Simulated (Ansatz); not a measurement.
The structure in question:

```cif
data_structure
_symmetry_space_group_name_H-M 'R -3 m :H'
_symmetry_Int_Tables_number 166
_cell_length_a 3.1289
_cell_length_b 3.1289
_cell_length_c 22.6815
_cell_angle_alpha 90.000
_cell_angle_beta 90.000
_cell_angle_gamma 120.000
_cell_volume 192.30
loop_
_atom_site_label
_atom_site_type_symbol
_atom_site_symmetry_multiplicity
_atom_site_Wyckoff_symbol
_atom_site_fract_x
_atom_site_fract_y
_atom_site_fract_z
_atom_site_occupancy
Hf1 Hf 6 c 0.66667 0.33333 0.11287 1
Hf2 Hf 3 a 0.00000 0.00000 0.00000 1
N1 N 6 c 0.33333 0.66667 0.27727 1
```

Characterise the structure given above.

Chemical formula Hf₃N₂. It is rhombohedral (trigonal R), space group R-3m (No. 166). Atoms per cell: 15 (9 Hf, 6 N). Each N has six Hf in an octahedral arrangement at 2.21 to 2.22 Å. Hf takes two kinds of site: 6c with twelve Hf and three N (3.04 to 3.13 Å to Hf, 2.22 Å to N); 3a with twelve Hf and six N (3.13 Å to Hf, 2.21 Å to N). The bonds build a three-dimensional framework.

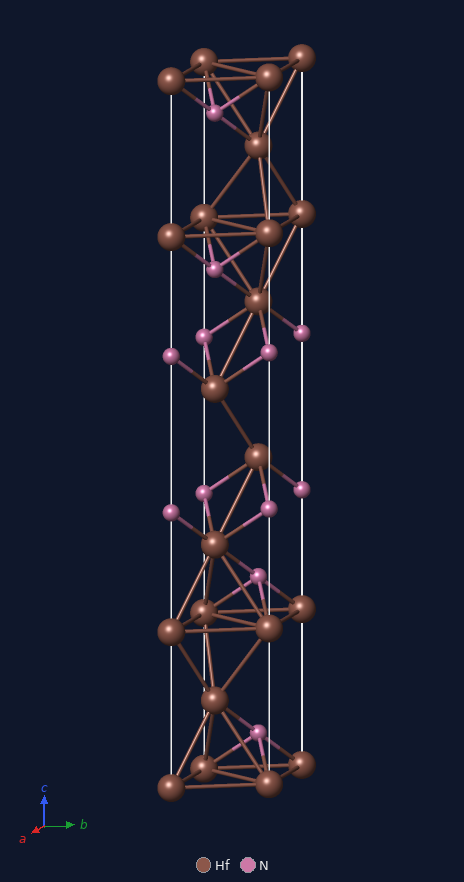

An orthographic ball-and-stick view of the structure, slightly off an axis. The frame is the conventional unit cell; atoms at its boundary are shown with their periodic copies.

The structure comes from a structure listed in the Materials Project. The cell was then strained or its atoms displaced on purpose. It was set up as input for a calculation with Ansatz.
